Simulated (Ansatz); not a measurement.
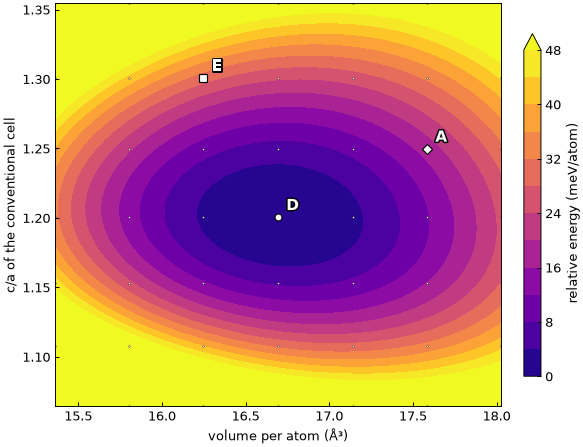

CaO (P6_3/mmc, No. 194; 4 atoms in the cell). 
- The energy is mapped over volume and the cell's shape.
- The first coordinate is: volume per atom; the second: c/a of the conventional cell.
- Nothing is relaxed (symmetry fixes all fractional coordinates).
- The grid has 7 × 7 points.
- Points are written as (first, second).
- All energies are given in meV/atom relative to the lowest grid point.
- Theory: DFT PBE, scalar-relativistic, plane waves, PAW (Ansatz 0.2.0). Settings: cutoff 520 eV, k-mesh 9×9×6 in the order of the run's cell vectors, gaussian smearing 0.05 eV, no spin polarisation.

In the figure: filled contours, dots at the grid points, one colour for all values above the top of the scale, lettered points. Between grid points the surface is interpolated.

Q: What kind of point is each of A, D, E: minimum, saddle, maximum or slope?

A: A: on a slope; D: minimum; E: on a slope. (In these two coordinates alone; a stationary point may lie a little off the grid point.)

Q: Rank the lettered points by energy, lowest first.

A: D (0 meV/atom), A (18 meV/atom), E (30 meV/atom).
